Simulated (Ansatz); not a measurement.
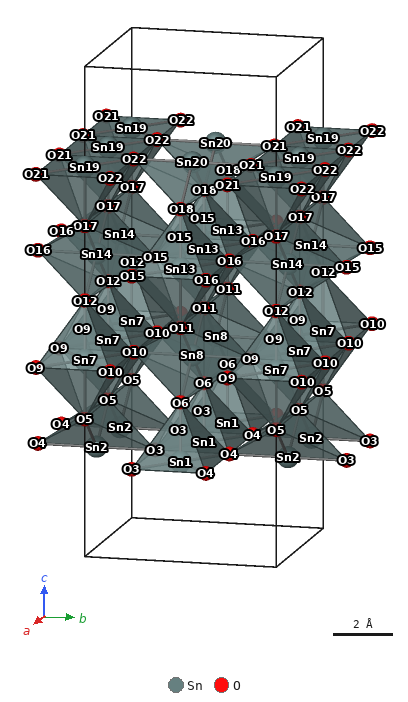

**Figure 1.** The input geometry of run 1 (polyhedral view of the 2 × 1 repeat of the cell, with the vacuum cut short, seen slightly off an axis; polyhedra are completed across the faces of the cell; atoms are numbered from 1 in the order of the input). An atom can appear more than once, as a periodic image.

# Mending a single-point calculation on Sn4O7

System: Sn4O7 (slab, 22 atoms in the cell).
Method of run 1: DFT PBEsol, scalar-relativistic, plane waves, PAW (Ansatz 0.2.0).

The structure derives from an entry of the Crystallography Open Database. Text and figures count atoms from 1; the logs count them from 0 in places.

## Input file, run 1
```yaml
crystal:
  lattice:
    - [3.2120684225, 0.0, 0.0]
    - [0.0, 6.7443405568, 0.0]
    - [0.0, 0.0, 25.1165108352]
  atoms:
    - { symbol: Sn, position: [0.0, 0.5, 0.2986083556] }
    - { symbol: Sn, position: [0.5, 0.0, 0.2986083556] }
    - { symbol: O, position: [0.5, 0.306276504, 0.2986083556] }
    - { symbol: O, position: [0.5, 0.693723496, 0.2986083556] }
    - { symbol: O, position: [0.0, 0.0, 0.3506274135] }
    - { symbol: O, position: [0.0, 0.5, 0.380850394] }
    - { symbol: Sn, position: [0.0, 0.0, 0.4328694519] }
    - { symbol: Sn, position: [0.5, 0.5, 0.4328694519] }
    - { symbol: O, position: [0.5, 0.806276504, 0.4328694519] }
    - { symbol: O, position: [0.5, 0.193723496, 0.4328694519] }
    - { symbol: O, position: [0.0, 0.5, 0.4848885098] }
    - { symbol: O, position: [0.0, 0.0, 0.5151114902] }
    - { symbol: Sn, position: [0.0, 0.5, 0.5671305481] }
    - { symbol: Sn, position: [0.5, 0.0, 0.5671305481] }
    - { symbol: O, position: [0.5, 0.306276504, 0.5671305481] }
    - { symbol: O, position: [0.5, 0.693723496, 0.5671305481] }
    - { symbol: O, position: [0.0, 0.0, 0.619149606] }
    - { symbol: O, position: [0.0, 0.5, 0.6493725865] }
    - { symbol: Sn, position: [0.0, 0.0, 0.7013916444] }
    - { symbol: Sn, position: [0.5, 0.5, 0.7013916444] }
    - { symbol: O, position: [0.5, 0.806276504, 0.7013916444] }
    - { symbol: O, position: [0.5, 0.193723496, 0.7013916444] }
basis:
  ecutwfc: 420
kpoints:
  mp_grid: { grid: [8, 4, 1] }
hamiltonian:
  xc: pbesol
scf:
  occupations: { method: gaussian, width: 0.05 }
  n_extra_bands: 0
output:
  forces: true
  stress: true
  eigenvalues: true
efield:
  axis: 3
  dipole_correction: true
  ramp_width: 0.04
```

Command:
```bash
ansatz run input.yaml --threads 2 --pin off --max-ram 5120MiB --backend cpu --events-out ev --progress --plain --runs-dir out
```

Hardware: 2 threads of AMD EPYC (Zen 5), 16 GiB of memory available, shared host.

## Output (run 1)
```
Error: inconsistent input (scf.n_extra_bands, scf.occupations.method): n_bands = 98 leaves no empty band above the 98 bands per channel that the deck's 196 electrons occupy, and the occupations search for the Fermi level (a smearing at a finite width, or tetrahedra): a level found among occupied bands alone can fill a metal as an insulator; raise scf.n_extra_bands until at least 99 bands are solved (omitted, it auto-derives to 120) (see scf.n_extra_bands in the input reference)
```

Diagnose this run and give a change of the input that cures it.

Answer. The program refused the input: “inconsistent input (scf.n_extra_bands, scf.occupations.method): n_bands = 98 leaves no empty band above the 98 bands per channel that the deck's 196 electrons occupy, and the occupations search for the Fermi level (a smearing at a finite width, or tetrahedra): a level found among occupied bands alone can fill a metal as an insulator …”

A run of the same system that converges differs from this input as follows (lines with − go, lines with + come):
```diff
-  n_extra_bands: 0
+  n_extra_bands: 30
```

## Output, shortened to warnings, some set-up lines, iterations and results (run 2)
```
Basis set: ecut = 420 eV, 10679 PW (Γ), exchange–correlation on 48×96×360 points (8 copies of the dense FFT grid, shifted against one another)
Symmetry: 4 space group operations
k-points: 15 of 32
Initial density: superposition of atomic densities (neutral atoms: chi_scale 0, normalization atom), corrected by the library's trained network
[...]
SCF iter   1: F=—  HF=-55446.959350 eV  |F-HF|=—  |Δ(HF+E_count)|=         —  Δρ=1.12e-2  dr2=5.87e-1  ethr=1.77e-3  p=0.000 e·Å  D=1.28e-13 V/Å  ΔV_dip=-0.00 eV  …
SCF iter   2: F=—  HF=-55446.828094 eV  |F-HF|=—  |Δ(HF+E_count)|=   1.31e-1  Δρ=3.75e-3  dr2=6.41e-2  ethr=2.99e-4  p=-0.000 e·Å  D=-1.33e-5 V/Å  ΔV_dip=0.00 eV  …
SCF iter   3: F=—  HF=-55446.814284 eV  |F-HF|=—  |Δ(HF+E_count)|=   1.38e-2  Δρ=1.02e-3  dr2=3.82e-3  ethr=3.27e-5  p=0.000 e·Å  D=5.55e-6 V/Å  ΔV_dip=-0.00 eV  …
SCF iter   4: F=—  HF=-55446.814911 eV  |F-HF|=—  |Δ(HF+E_count)|=   6.28e-4  Δρ=4.59e-4  dr2=8.67e-4  ethr=1.95e-6  p=-0.000 e·Å  D=-1.27e-5 V/Å  ΔV_dip=0.00 eV  …
SCF iter   5: F=—  HF=-55446.814950 eV  |F-HF|=—  |Δ(HF+E_count)|=   3.85e-5  Δρ=1.61e-4  dr2=1.16e-4  ethr=4.42e-7  p=0.000 e·Å  D=4.43e-6 V/Å  ΔV_dip=-0.00 eV  …
SCF iter   6: F=—  HF=-55446.814978 eV  |F-HF|=—  |Δ(HF+E_count)|=   2.79e-5  Δρ=4.90e-5  dr2=1.13e-5  ethr=5.91e-8  p=-0.000 e·Å  D=-1.49e-7 V/Å  ΔV_dip=0.00 eV  …
SCF iter   7: F=—  HF=-55446.814734 eV  |F-HF|=—  |Δ(HF+E_count)|=   2.44e-4  Δρ=1.87e-5  dr2=1.43e-6  ethr=5.77e-9  p=-0.000 e·Å  D=-1.57e-7 V/Å  ΔV_dip=0.00 eV  …
SCF iter   8: F=—  HF=-55446.814735 eV  |F-HF|=—  |Δ(HF+E_count)|=   8.25e-7  Δρ=1.13e-5  dr2=5.87e-7  ethr=7.27e-10  p=0.000 e·Å  D=1.28e-7 V/Å  ΔV_dip=-0.00 eV  …
SCF iter   9: F=-55446.814735 eV  HF=-55446.814735 eV  |F-HF|=1.61e-8  |Δ(HF+E_count)|=   9.55e-8  Δρ=2.27e-6  dr2=2.61e-8  ethr=5.10e-11  p=0.000 e·Å  D=8.57e-8 V/Å  …
SCF 1 converged in 9 iterations: F = -55446.814735 eV  dr2 = 2.61e-8
SCF converged after 9 iterations
Free energy (F): -55446.814735 eV
Harris-Foulkes:  -55446.814735 eV  (|F-HF|=1.61e-8)
Internal energy: -55446.814577 eV  (E = F + TS)
E sigma→0 (E₀):  -55446.814656 eV
Entropy (-TS):   -0.000158 eV (-0.007 meV/atom)
Fermi energy:    4.016622 eV
Dipole field:    D = -0.000001 V/Å  (p = -0.000002 e·Å, saw-weighted, corrected)
Work function:   Φ+ = 3.7744 eV   Φ− = 3.7744 eV
Levels:          The Fermi level and band energies are counted from a zero that moves with the ramp; work functions are not
--- Per-component energies (eV) ---
  E_band       = -1948.340844
  E_kinetic    = 3967.170136
  E_local      = -178591.997119  (includes V_loc(G=0)·N_el)
  E_nonlocal   = 453.705770
  E_hartree    = 88866.353810
  E_xc         = -4036.138707
  E_vxc        = -2066.664477  (∫ρ·V_xc dr)
  E_paw        = -34722.953596  (= ΣΔE_a)
  E_vpaw       = -3443.313353  (= ΣTr[D̂ρ^β])
  E_aug_tail   = 0.034478  (compensation charges beyond the density's cutoff)
  E_efield     = 0.000000  (sawtooth field / dipole correction)
  E_vefield    = 0.000000  (∫n·V_field dr)
  E_ewald      = 68614.237901
  E_core_change = 2.772749  (= ΣΔE_core)
  E_smearing   = -0.000158  (= −TS)
  E_closure    = 0.000000  (closes the sum)
  Σ components = -55446.814735   (vs F -55446.814735, Δ=0.00e0)
--- Forces (eV/Å), atoms counted from 1 ---
  atom   1  Sn     0.00000000     0.00000000     1.69078569
  atom   2  Sn    -0.00000000     0.00000000    -0.39350152
  atom   3  O     -0.00000000     1.16012268    -0.73125920
  atom   4  O     -0.00000000    -1.16012268    -0.73125920
  atom   5  O      0.00000000     0.00000000     0.09637332
  atom   6  O     -0.00000000     0.00000000    -0.22667069
  atom   7  Sn     0.00000000     0.00000000     0.19959217
  atom   8  Sn     0.00000000     0.00000000     0.20369423
  atom   9  O     -0.00000000    -0.04778681    -0.05127107
  atom  10  O     -0.00000000     0.04778681    -0.05127107
  atom  11  O     -0.00000000     0.00000000    -0.00379884
  atom  12  O      0.00000000     0.00000000     0.00380298
  atom  13  Sn    -0.00000000     0.00000000    -0.19959487
  atom  14  Sn    -0.00000000     0.00000000    -0.20369664
  atom  15  O      0.00000000    -0.04778647     0.05127178
  atom  16  O      0.00000000     0.04778647     0.05127178
  atom  17  O      0.00000000     0.00000000     0.22667061
  atom  18  O     -0.00000000     0.00000000    -0.09637388
  atom  19  Sn    -0.00000000     0.00000000    -1.69078546
  atom  20  Sn     0.00000000     0.00000000     0.39350186
  atom  21  O      0.00000000     1.16012307     0.73125920
  atom  22  O      0.00000000    -1.16012307     0.73125920
  max |Σ_I F_I| component: 4.04e-7 eV/Å
[...]
```

## The two runs side by side

```csv
quantity,run 1,run 2
outcome,refused,converged
free energy per atom (eV),–,−2520.3098
gap on the mesh (eV),–,0.00
work function (eV),–,3.77
largest force (eV/Å),–,1.691
SCF iterations,–,9
irreducible k-points,–,15
plane waves at Γ,–,10679
```
